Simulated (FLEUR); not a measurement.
**Collinear magnetic orders of free-standing square Cr monolayer, spacing 2.56 A with FLEUR**

Aim: find out whether free-standing square Cr monolayer, spacing 2.56 A carries moments, and which collinear order costs least.

Method: PBE; all-electron FLAPW film, Dirac cores, scalar-relativistic bands, in FLEUR MaX-R8.1.

## (1) The structure

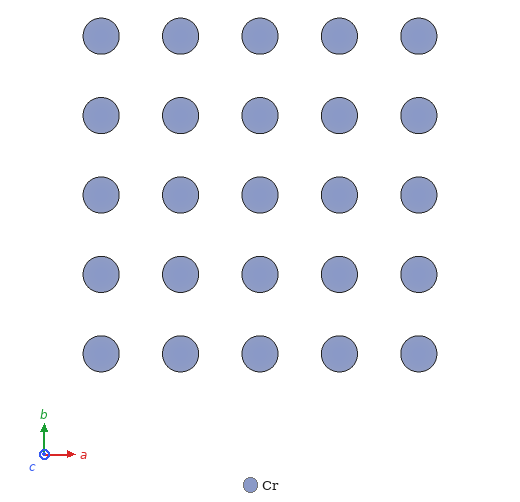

The starting structure, seen from above (chromium light blue). 4×4×1 cells are drawn. Some periodic images of atoms are drawn too.

The cell holds 1 atom: 1 Cr. Cell: a = 2.560 Å, b = 2.560 Å, c = 14.000 Å, α = 90.0°, β = 90.0°, γ = 90.0°. Model lattice. Vacuum lies along c.

Structure file:

```cif
data_structure
_symmetry_space_group_name_H-M 'P 1'
_symmetry_Int_Tables_number 1
_cell_length_a 2.5600
_cell_length_b 2.5600
_cell_length_c 14.0000
_cell_angle_alpha 90.000
_cell_angle_beta 90.000
_cell_angle_gamma 90.000
_cell_volume 91.75
loop_
_atom_site_label
_atom_site_type_symbol
_atom_site_fract_x
_atom_site_fract_y
_atom_site_fract_z
_atom_site_occupancy
Cr1 Cr 0.00000 0.00000 0.50000 1
```

## (2) Run 1 (ferro +)

The parallel start comes first: it shows whether parallel moments hold.

inpgen writes inp.xml from crystal.txt; cutoffs, mixing, functional, smearing and local orbitals are then set in the file. The k list default-1 (kpts.xml, not shown) is a Γ-centred 10×10×1 mesh; where the ranks do not divide the number of points, some are split in two of half the weight.

inp.xml

```
<?xml version="1.0" encoding="UTF-8" standalone="no"?>
<fleurInput fleurInputVersion="0.39">
   <comment>
      Cr
   </comment>
   <calculationSetup>
      <cutoffs Kmax="3.6" Gmax="10.8" GmaxXC="10.8" numbands="0"/>
      <scfLoop itmax="120" minDistance="0.00002" maxIterBroyd="15" imix="Anderson" alpha="0.03" precondParam="0.0" spinf="2.0" sdNocoIR="T"/>
      <coreElectrons ctail="T" frcor="F" kcrel="0" coretail_lmax="0"/>
      <xcFunctional name="pbe" relativisticCorrections="F"/>
      <magnetism jspins="2"/>
      <soc l_soc="F" theta="0.0" phi="0.0" spav="F"/>
      <expertModes spex="0" secvar="F"/>
      <geometryOptimization l_f="F" forcealpha="1.0" forcemix="BFGS" epsdisp="0.00001" epsforce="0.00001"/>
      <ldaU l_linMix="F" mixParam="0.05" spinf="1.0"/>
   </calculationSetup>
   <cell>
      <bzIntegration valenceElectrons="14.0" mode="hist" fermiSmearingEnergy="0.00183747">
         <kPointListSelection listName="default-1"/>
         <xi:include xmlns:xi="http://www.w3.org/2001/XInclude" href="kpts.xml"> </xi:include>
      </bzIntegration>
      <xi:include xmlns:xi="http://www.w3.org/2001/XInclude" href="sym.xml"> </xi:include>
      <filmLattice scale="1.0" dVac="5.4" dTilda="7.9">
         <bravaisMatrixFilm>
            <row-1>    4.8376988789760000     0.0000000000000000</row-1>
            <row-2>    0.0000000000000000     4.8376988789760000</row-2>
         </bravaisMatrixFilm>
         <vacuumEnergyParameters vacuum="1" spinUp="-.25" spinDown="-.25"/>
      </filmLattice>
   </cell>
   <atomSpecies>
      <species name="Chromium (2.500" element="Cr" atomicNumber="24">
         <mtSphere radius="2.3" gridPoints="761" logIncrement="0.016"/>
         <atomicCutoffs lmax="8" lnonsphr="6"/>
         <electronConfig flipSpins="F">
            <coreConfig>(1s1/2) (2s1/2) (2p1/2) (2p3/2)</coreConfig>
            <valenceConfig>(3s1/2) (3p1/2) (3p3/2) (4s1/2) (3d3/2) (3d5/2)</valenceConfig>
            <stateOccupation state="(4s1/2)" spinUp="0.5" spinDown="0.5"/>
            <stateOccupation state="(3d3/2)" spinUp="1.0" spinDown="1.0"/>
            <stateOccupation state="(3d5/2)" spinUp="2.75" spinDown="0.25"/>
         </electronConfig>
         <energyParameters s="4" p="4" d="3" f="4"/>
         <lo type="SCLO" l="0" n="3" eDeriv="0"/>
         <lo type="SCLO" l="1" n="3" eDeriv="0"/>
      </species>
   </atomSpecies>
   <atomGroups>
      <atomGroup species="Chromium (2.500">
         <filmPos label="                   1">.0000000000 .0000000000 .0000000000</filmPos>
         <force calculate="T" relaxXYZ="TTT"/>
      </atomGroup>
   </atomGroups>
   <output dos="F" band="F" slice="F">
      <bandDOS minEnergy="-.5*Htr" maxEnergy="0.5*Htr" sigma="0.015" storeEVData="T"/>
      <plotting iplot="0" polar="F">
         <plot TwoD="T" vec1="  1.0  0.0  0.0" vec2="  0.0  1.0  0.0" vec3="  0.0  0.0  1.0" zero="  0.0  0.0 -0.5" file="plot"/>
      </plotting>
      <moessbauerParams electricFieldGradient="F" isomerShift="F" coreHyperfine="F" valenceHyperfine="F"/>
   </output>
</fleurInput>
```

crystal.txt

```
Cr
&input film=T cartesian=F /
2.56000000000  0.00000000000  0.00000000000
0.00000000000  2.56000000000  0.00000000000
0.00000000000  0.00000000000  1.00000000000
1.8897261246
1.0 1.0 1.0

1
24 0.00000000000  0.00000000000  0.00000000000 : 2.500

&kpt div1=10 div2=10 div3=1 gamma=T /
```

Run with:

```console
OMP_NUM_THREADS=1 inpgen -f crystal.txt > inpgen.log  # inp.xml is then edited as shown
OMP_NUM_THREADS=1 mpirun -n 4 fleur_MPI > fleur.log
```

Log:

```text
Welcome to FLEUR        (www.flapw.de)
      MaX-Release 8.1          (www.max-centre.eu)

 ========== k-point set info ==========
 Selected k-point list: default-1
 k-point list type: mesh
 0 x 0 x 0
 Number of k points: 24

 ------------Calculation Setup---------------------------
 Number of MPI-tasks      :            4
 Number of PE/node        :            4
 Number of OMP-threads    :            1
 k-points in parallel     :            4
 pe's per k-point         :            1
 No of k-point loops      :            6
 Eigenvalue solver        :       lapack
 Number of basis functions:          160
 Approximate size of matrices (H+S) per k-point:         0.000 GB
 --------------------------------------------------------
 Iteration:     1   Distance:      27.42840441 me/bohr^3
 Iteration:     2   Distance:      23.07957934 me/bohr^3
 Iteration:     3   Distance:       9.09373235 me/bohr^3
 Iteration:     4   Distance:       8.83263312 me/bohr^3
 Iteration:     5   Distance:       9.60667853 me/bohr^3
 Iteration:     6   Distance:       6.13921164 me/bohr^3
 Iteration:     7   Distance:       4.98980787 me/bohr^3
 Iteration:     8   Distance:       4.98327960 me/bohr^3
 Iteration:     9   Distance:       3.87705469 me/bohr^3
 Iteration:    10   Distance:       5.47869573 me/bohr^3
[... 25 iterations left out ...]
 Iteration:    36   Distance:       0.03904714 me/bohr^3
 Iteration:    37   Distance:       0.03479636 me/bohr^3
 Iteration:    38   Distance:       0.00774657 me/bohr^3
 Iteration:    39   Distance:       0.00759148 me/bohr^3
 Iteration:    40   Distance:       0.00405327 me/bohr^3
 Iteration:    41   Distance:       0.00128691 me/bohr^3
 Iteration:    42   Distance:       0.00050097 me/bohr^3
 Iteration:    43   Distance:       0.00002584 me/bohr^3
 Iteration:    44   Distance:       0.00002517 me/bohr^3
 Iteration:    45   Distance:       0.00000668 me/bohr^3

 ********************************************************************
 Run finished successfully
 Stop message:
   all done
 ********************************************************************

--- out.xml (last complete iteration) ---
<iteration numberForCurrentRun="   45" overallNumber="   45">
         <energyParameters units="Htr">
            <atomicEP atomType="1" spin="1" branch="4s" branchLowest="-2.80" branchHighest="1.62" value="-0.3002936948"/>
            <atomicEP atomType="1" spin="1" branch="4p" branchLowest="-1.72" branchHighest="2.17" value="-0.1777352727"/>
            <atomicEP atomType="1" spin="1" branch="3d" branchLowest="-9.99" branchHighest="-0.02" value="-0.2077828078"/>
            <atomicEP atomType="1" spin="1" branch="4f" branchLowest="-9.99" branchHighest="2.87" value="0.1232182861"/>
            <loAtomicEP atomType="1" spin="1" branch="3s" branchLowest="-24.58" branchHighest="-2.80" value="-2.8142045312"/>
            <loAtomicEP atomType="1" spin="1" branch="3p" branchLowest="-20.66" branchHighest="-1.72" value="-1.7627377935"/>
            <vacuumEP vacuum="1" spin="1" vzIR="-0.2957041640" vzInf="0.0000000000" value="-0.2500000000"/>
            <atomicEP atomType="1" spin="2" branch="4s" branchLowest="-2.67" branchHighest="1.73" value="-0.2244247874"/>
            <atomicEP atomType="1" spin="2" branch="4p" branchLowest="-1.60" branchHighest="2.28" value="-0.1033829973"/>
            <atomicEP atomType="1" spin="2" branch="3d" branchLowest="-9.99" branchHighest="0.10" value="-0.1039786889"/>
            <atomicEP atomType="1" spin="2" branch="4f" branchLowest="-9.99" branchHighest="2.98" value="0.1961409189"/>
            <loAtomicEP atomType="1" spin="2" branch="3s" branchLowest="-24.54" branchHighest="-2.67" value="-2.6930683049"/>
            <loAtomicEP atomType="1" spin="2" branch="3p" branchLowest="-20.63" branchHighest="-1.60" value="-1.6431587291"/>
            <vacuumEP vacuum="1" spin="2" vzIR="-0.2343590228" vzInf="0.0000000000" value="-0.2500000000"/>
         </energyParameters>
         <bandgap value="0.0000000000" units="eV"/>
         <sumValenceSingleParticleEnergies value="-16.9573899840" units="Htr"/>
         <FermiEnergy value="-0.1464643054" units="Htr"/>
         <valenceDensity>
            <mtCharges spin="1">
               <mtCharge atomType="1" total="7.8295585" s="1.1710479" p="3.0804028" d="3.5698652" f="0.0062829"/>
            </mtCharges>
            <mtCharges spin="2">
               <mtCharge atomType="1" total="4.5856158" s="1.1367058" p="3.0280256" d="0.4188265" f="0.0015474"/>
            </mtCharges>
            <spinDependentCharge spin="1" total="8.9183346" interstitial="0.8850311" mtSpheres="7.8295585" vacuum1="0.1018725"/>
            <spinDependentCharge spin="2" total="5.0816656" interstitial="0.4464135" mtSpheres="4.5856158" vacuum1="0.0248182"/>
            <totalCharge value="14.0000001780"/>
         </valenceDensity>
         <coreStates atomType="     1" atomicNumber=" 24" spin="1" kinEnergy="    481.1660418347" eigValSum="   -302.6835789444" lostElectrons=" 0.000000">
            <state n="1" l="0" j="0.5" energy="-216.1139156588" weight="1.0000000000"/>
            <state n="2" l="0" j="0.5" energy="-24.5806194635" weight="1.0000000000"/>
            <state n="2" l="1" j="0.5" energy="-20.8745499651" weight="1.0000000000"/>
            <state n="2" l="1" j="1.5" energy="-20.5572469286" weight="2.0000000000"/>
         </coreStates>
         <coreStates atomType="     1" atomicNumber=" 24" spin="2" kinEnergy="    481.6447421494" eigValSum="   -302.5370484218" lostElectrons=" 0.000000">
            <state n="1" l="0" j="0.5" energy="-216.1140865311" weight="1.0000000000"/>
            <state n="2" l="0" j="0.5" energy="-24.5361745086" weight="1.0000000000"/>
            <state n="2" l="1" j="0.5" energy="-20.8410358599" weight="1.0000000000"/>
            <state n="2" l="1" j="1.5" energy="-20.5228757611" weight="2.0000000000"/>
         </coreStates>
         <allElectronCharges>
            <spinDependentCharge spin="1" total="13.9183346" interstitial="0.8850311" mtSpheres="12.8295585" vacuum1="0.1018725"/>
            <spinDependentCharge spin="2" total="10.0816656" interstitial="0.4464135" mtSpheres="9.5856158" vacuum1="0.0248182"/>
            <totalCharge value="24.0000001781"/>
         </allElectronCharges>
         <magneticMomentsInMTSpheres units="muBohr">
            <globalMagMoment atomType="1" vec="0.00000   0.00000   3.24394"/>
            <localMagMoment atomType="1" vec="0.00000   0.00000   3.24394"/>
         </magneticMomentsInMTSpheres>
         <moessbauerParams unitsHFF="kG" unitsIS="e/bohr^3" unitsEFG="Htr/bohr^2">
         </moessbauerParams>
         <totalEnergy value="    -1050.7853998126" units="Htr">
            <sumOfEigenvalues value="     -622.1780173503">
               <coreElectrons value="-605.2206273663"/>
               <valenceElectrons value="-16.9573899840"/>
            </sumOfEigenvalues>
            <densityCoulombPotentialIntegral value="-1621.9283568477"/>
            <densityEffectivePotentialIntegral value="-1685.2328539517"/>
            <chargeDenXCDenIntegral value="-48.8143912165"/>
            <FockExchangeEnergyValence value="0.0000000000"/>
            <FockExchangeEnergyCore value="0.0000000000"/>
            <atomTypeDependentContributions atomType="1">
               <electronNucleiInteractionDifferentMTs value="1248.4499294268"/>
               <MadelungTerm value="-5.6117373469"/>
            </atomTypeDependentContributions>
            <tkbTimesEntropy value="0.0005691488"/>
            <freeEnergy value="-1050.7859689614"/>
            <extrapolationTo0K value="-1050.7856843870"/>
         </totalEnergy>
         <densityConvergence units="me/bohr^3">
            <chargeDensity spin="1" distance="0.0000053959"/>
            <chargeDensity spin="2" distance="0.0000030399"/>
            <overallChargeDensity distance="0.0000056698"/>
            <spinDensity distance="0.0000066758"/>
         </densityConvergence>
      </iteration>
```

Wall time 23 s (4 MPI ranks of Intel Xeon Platinum 8559C (Emerald Rapids), shared host); peak memory 0.23 GiB; 89 s of CPU time.

Spin moment in the muffin-tin sphere by atom:

| atom | spin moment in the muffin-tin sphere (μB) |
| --- | --- |
| Cr1 | 3.24 |

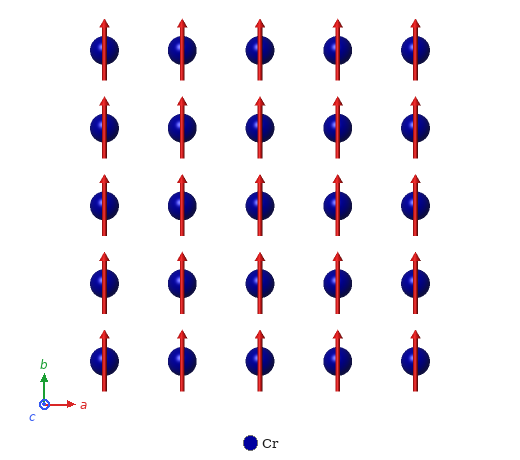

Spin moment in the muffin-tin sphere as arrows, the longest 3.24 μB. Up and down stand for the sign. Arrows give size and sign along the axis of quantisation, drawn up and down the page. 4×4×1 cells are drawn. Some periodic images of atoms are drawn too.

Numbers from this step:

```
free energy                                                       : -28593.3429 eV
program's band gap on this mesh (in a metal only a level spacing) : 0 eV
magnetization                                                     : 3.837 μB
final state                                                       : ferromagnetic
```

After 45 cycles the largest moment stands at 3.24 μB.

[end of part 1 of 3]

[Logs and program files are shortened in this print: banners, set-up blocks, solver, clock and traceback lines can be left out without a mark of their own.]

[Logs are printed without paths, hosts, clocks, repeated set-up lines and the standing remarks that a program may print on its own settings, such as how far it seeks lower states.]

[Hosts, paths, dates, database ids (printed as entryN), source tags and the programs' standing remarks are cut or masked in the printed files.]

[Where a cell is said to come from a database of computed structures, the database is the Materials Project.]
